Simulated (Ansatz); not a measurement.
# AlN: single-point calculation (part 2 of 2)

AlN (slab, 48 atoms in the cell); DFT PBE+D3(BJ), scalar-relativistic, plane waves, PAW, no spin polarisation (Ansatz 0.2.0); cutoff 420 eV, 3×2×1 k-mesh, Gaussian smearing of 0.05 eV. The structure derives from an entry of the Crystallography Open Database. It belongs to a series of runs on one base structure; here: the slab at its places in the relaxed adsorbed structure.

Output, continued
```
  k-point 0: bands = ["-16.6423", "-16.0386", "-15.9885", "-15.8163", "-15.2533", "-15.1845", "-15.1140", "-15.0900", "-15.0799", "-15.0740", "-14.8342", "-14.4995", "-14.4389", "-14.3488", "-14.2754", "-14.2157", "-14.0706", "-13.7051", "-13.6056", "-13.5950", "-13.2401", "-13.0711", "-12.9749", "-12.9071", "-7.3466", "-7.2933", "-7.0252", "-6.9452", "-6.9061", "-6.9002", "-6.7351", "-6.6887", "-6.6867", "-6.6612", "-6.4253", "-6.4166", "-6.0630", "-5.9872", "-5.9519", "-5.4884", "-5.4465", "-5.3093", "-5.3008", "-5.2286", "-5.1236", "-5.0878", "-4.7776", "-4.7429", "-4.7045", "-4.5918", "-4.5776", "-4.5647", "-4.3564", "-4.3075", "-3.7412", "-3.6480", "-3.6153", "-3.5255", "-3.4902", "-3.4730", "-3.4308", "-3.3383", "-3.3145", "-3.2381", "-3.1716", "-3.1449", "-3.1385", "-2.9383", "-2.9229", "-2.8897", "-2.8530", "-2.7516", "-2.7226", "-2.6952", "-2.6787", "-2.6644", "-2.6116", "-2.5561", "-2.5433", "-2.4703", "-2.3555", "-2.2698", "-2.1482", "-1.8868", "-1.8460", "-1.6713", "-1.6426", "-1.4745", "-1.3896", "-1.3735", "-1.2846", "-1.2086", "-1.1909", "-1.0908", "-1.0191", "-0.9753", "0.4000", "0.7974", "0.9825", "1.0232", "1.9718", "1.9774", "2.3193", "2.4194", "3.6043", "3.7676", "3.7798", "3.9557", "4.0180", "4.0303", "4.0713", "4.2435", "4.3137", "4.3293", "4.4541", "4.4915", "4.5304", "4.5811", "4.5857", "4.5985", "4.6052", "4.6348", "4.8343", "4.9026", "5.0482", "5.0637", "5.1416", "5.3345", "5.3776", "5.5453", "5.5829", "5.6301", "5.6446", "5.6923", "5.7025", "5.9190", "6.0184", "6.0382", "6.3699", "6.4188", "6.6469", "6.6934", "6.6951", "6.7341"]
  k-point 1: bands = ["-16.4546", "-16.4131", "-15.8791", "-15.8527", "-15.1955", "-15.1525", "-15.0861", "-15.0677", "-14.9917", "-14.9842", "-14.8000", "-14.7625", "-14.3679", "-14.3544", "-14.2841", "-14.2646", "-14.0065", "-13.7828", "-13.6147", "-13.4074", "-13.4022", "-13.0792", "-12.9436", "-12.9396", "-7.1485", "-7.1286", "-6.9705", "-6.9296", "-6.9276", "-6.9111", "-6.6236", "-6.5900", "-6.5642", "-6.5253", "-6.5191", "-6.5056", "-6.1269", "-6.1175", "-6.0642", "-5.9363", "-5.9089", "-5.8327", "-5.6083", "-5.5967", "-4.5501", "-4.5397", "-4.5341", "-4.5267", "-4.4336", "-4.4071", "-4.2209", "-4.2000", "-4.1742", "-4.1400", "-4.1155", "-4.0459", "-3.9902", "-3.9730", "-3.6340", "-3.5988", "-3.2957", "-3.2570", "-3.2328", "-3.1620", "-3.1397", "-3.0668", "-2.9442", "-2.9058", "-2.8855", "-2.8486", "-2.7968", "-2.7776", "-2.7194", "-2.6823", "-2.6322", "-2.6204", "-2.6197", "-2.6093", "-2.4380", "-2.3710", "-2.3374", "-2.2870", "-2.2834", "-2.2409", "-1.8725", "-1.7390", "-1.6091", "-1.5226", "-1.4070", "-1.3415", "-1.3185", "-1.1299", "-1.1141", "-1.1080", "-1.0984", "-1.0924", "0.7773", "0.7807", "1.0475", "1.0618", "1.8042", "1.8117", "2.2070", "2.2685", "3.7130", "3.7417", "3.9454", "3.9538", "4.0210", "4.0407", "4.1264", "4.1324", "4.1397", "4.2023", "4.2026", "4.2166", "4.3562", "4.3863", "4.6259", "4.7036", "4.7120", "4.7377", "4.7946", "4.8222", "5.0602", "5.1000", "5.2677", "5.2875", "5.3015", "5.3119", "5.4976", "5.5509", "5.7678", "5.8273", "6.1340", "6.1751", "6.2800", "6.4512", "6.5355", "6.5487", "6.5938", "6.6310", "6.8099", "6.8281"]
  k-point 2: bands = ["-16.3990", "-15.8431", "-15.7910", "-15.7635", "-15.6156", "-15.3734", "-15.3176", "-15.1382", "-15.0241", "-14.9415", "-14.9079", "-14.6785", "-14.5500", "-14.5410", "-14.3234", "-14.1444", "-13.9499", "-13.6888", "-13.6461", "-13.4388", "-13.1720", "-13.1151", "-13.0959", "-13.0242", "-7.0338", "-6.7387", "-6.5796", "-6.5703", "-6.5254", "-6.5081", "-6.4933", "-6.4384", "-6.3286", "-6.1978", "-6.1448", "-6.1192", "-5.8941", "-5.7327", "-5.7158", "-5.5984", "-5.5685", "-5.5028", "-5.4258", "-5.3830", "-5.1062", "-5.0613", "-4.9674", "-4.9496", "-4.8876", "-4.7522", "-4.6994", "-4.6904", "-4.5252", "-4.2661", "-4.2390", "-4.2015", "-4.1905", "-4.1128", "-4.0559", "-3.7699", "-3.5215", "-3.5039", "-3.4631", "-3.4175", "-3.3923", "-3.2684", "-3.0775", "-3.0272", "-2.9750", "-2.8787", "-2.8473", "-2.8141", "-2.7651", "-2.7242", "-2.6850", "-2.6051", "-2.5758", "-2.5439", "-2.4403", "-2.4153", "-2.3706", "-2.3406", "-2.2776", "-2.2403", "-2.1643", "-1.9482", "-1.9103", "-1.8209", "-1.5952", "-1.5000", "-1.4071", "-1.2434", "-1.1725", "-1.1395", "-1.0656", "-1.0081", "0.9196", "1.0237", "1.1645", "1.1665", "1.5532", "1.5767", "2.1188", "2.1810", "3.8687", "4.1033", "4.1225", "4.2313", "4.2979", "4.4030", "4.6378", "4.7207", "4.7372", "4.7594", "4.7947", "4.8129", "4.8475", "4.9130", "4.9416", "5.1088", "5.2642", "5.3462", "5.3881", "5.4523", "5.4603", "5.5349", "5.5690", "5.6060", "5.6548", "5.6647", "5.6873", "5.8320", "5.9314", "5.9763", "5.9876", "6.0213", "6.1936", "6.3584", "6.3698", "6.4114", "6.4637", "6.4877", "6.6704", "6.8165"]
  k-point 3: bands = ["-16.2220", "-16.1813", "-15.6891", "-15.6645", "-15.6275", "-15.5945", "-15.2383", "-15.2240", "-14.9287", "-14.9107", "-14.6465", "-14.6138", "-14.5804", "-14.5646", "-14.3455", "-14.3267", "-13.9025", "-13.7040", "-13.6874", "-13.3001", "-13.2926", "-13.1314", "-13.0634", "-13.0588", "-6.7435", "-6.7381", "-6.5942", "-6.5786", "-6.5708", "-6.5218", "-6.4045", "-6.3644", "-6.2514", "-6.2414", "-6.0726", "-6.0648", "-6.0518", "-6.0360", "-5.9339", "-5.8817", "-5.8132", "-5.7851", "-5.3065", "-5.2419", "-5.0955", "-5.0885", "-4.9389", "-4.8858", "-4.4502", "-4.4047", "-4.3736", "-4.3415", "-4.3259", "-4.3167", "-4.2961", "-4.2737", "-4.0389", "-4.0003", "-3.8589", "-3.8222", "-3.7076", "-3.7003", "-3.5553", "-3.5397", "-3.4926", "-3.4560", "-3.4336", "-3.3628", "-3.2394", "-3.2079", "-2.9476", "-2.7822", "-2.7120", "-2.6465", "-2.6007", "-2.5717", "-2.4596", "-2.4486", "-2.3622", "-2.3104", "-2.2669", "-2.2506", "-2.2401", "-2.2081", "-2.1557", "-2.0251", "-1.8050", "-1.7896", "-1.5866", "-1.4731", "-1.4239", "-1.1959", "-1.1680", "-1.1200", "-1.1091", "-1.0724", "1.0337", "1.0367", "1.1644", "1.1739", "1.4834", "1.4872", "2.0876", "2.1091", "4.0069", "4.0586", "4.3710", "4.3897", "4.4810", "4.5059", "4.5537", "4.5617", "4.6631", "4.6950", "4.7950", "4.8165", "4.9716", "5.0072", "5.0198", "5.0814", "5.0947", "5.1284", "5.1483", "5.1969", "5.4989", "5.5052", "5.6676", "5.6984", "5.7952", "5.8127", "5.8847", "5.9243", "5.9313", "5.9819", "5.9865", "6.0170", "6.1018", "6.1285", "6.2585", "6.2865", "6.4431", "6.4869", "6.6994", "6.7250"]
```

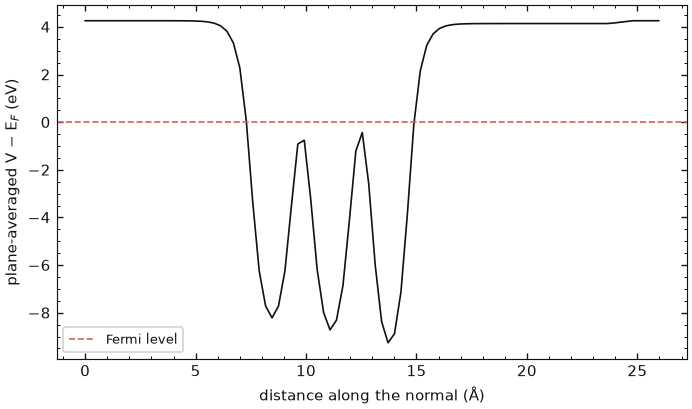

Fig. 1: Plane average of the electrostatic potential energy of an electron across the cell, from the Fermi level. The vacuum level lies 4.14 eV above the Fermi level on the upper side and 4.26 eV on the lower.

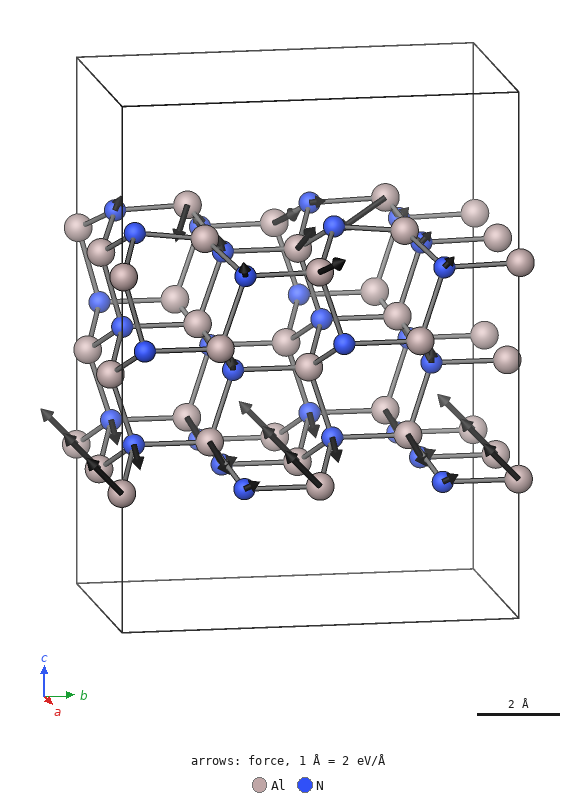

Fig. 2: Forces on the atoms as black arrows (ball-and-stick view of the cell of the calculation, with the vacuum cut short, seen slightly off an axis); the smallest are left out. The largest act on Al42 (2.92 eV/Å); Al1, Al2, Al3, Al4 (2.61 eV/Å); Al9, Al11 (1.98 eV/Å); Al41 (1.97 eV/Å), among others. Atoms are counted from 1 in the order of the input and aren't labelled in the picture. The geometry is not a stationary point of this energy.

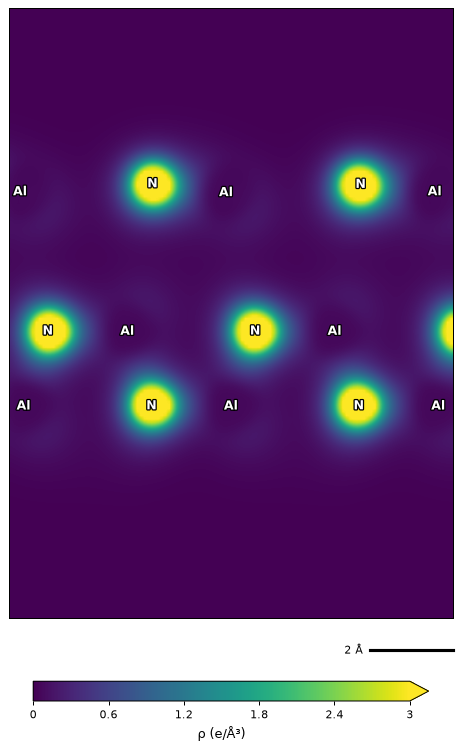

Fig. 3: Valence electron density on the (100) plane of the calculation cell, a cut from vacuum to vacuum. Al–N (1.77 Å): ρ at the midpoint is about 0.83 e/Å³. Al–N (1.89 Å): the density is about 0.67 e/Å³ at the midpoint. Al–N (1.90 Å): ρ at the midpoint is about 0.67 e/Å³. The density dies away to nearly zero in the vacuum. Core electrons are frozen (PAW), so the fields are smoothed inside the atomic spheres.

Results in brief

```tsv
quantity	value
outcome	converged
electrons treated	192
free energy	−22172.1605 eV
work function, top face	4.14 eV
work function, bottom face	4.26 eV
Fermi energy	−0.288 eV
gap on the k-point mesh	1.38 eV
work function (upper face)	4.14 eV
largest force (length of the vector)	2.922 eV/Å
wall time	56 s (CPU time 2.9 min)
peak memory	3.5 GiB
```
